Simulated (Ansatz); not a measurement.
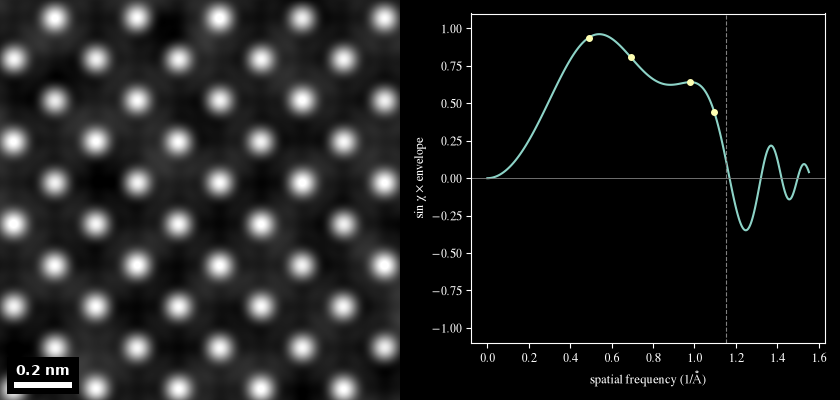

Phase-contrast TEM-like image of Ge (Fd-3m, No. 227) along [001]. Simulated in the weak-phase-object approximation with neutral-atom potentials: 300 kV, Cs = −40 µm, defocus +106 Å (negative is underfocus), defocus spread 15 Å, aperture 1.15 1/Å. The speckle of an amorphous layer was added. Model: the input geometry of a calculation.

The plot gives the contrast transfer function, the aperture (dashed) and the crystal's spatial frequencies that carry visible contrast (dots).

### Do the atom columns appear dark or bright, and why?

Bright. With negative Cs and overfocus sin χ is positive over the pass band, so the strongest columns (Ge) come out brighter than the background.

### What point resolution do these settings give, and which lattice spacings pass?

About 0.9 Å (0.66 |Cs|^(1/4) λ^(3/4) with λ = 0.0197 Å). The spacings that carry visible contrast are {220} at 2.04 Å, {400} at 1.44 Å, {440} at 1.02 Å, {620} at 0.91 Å.
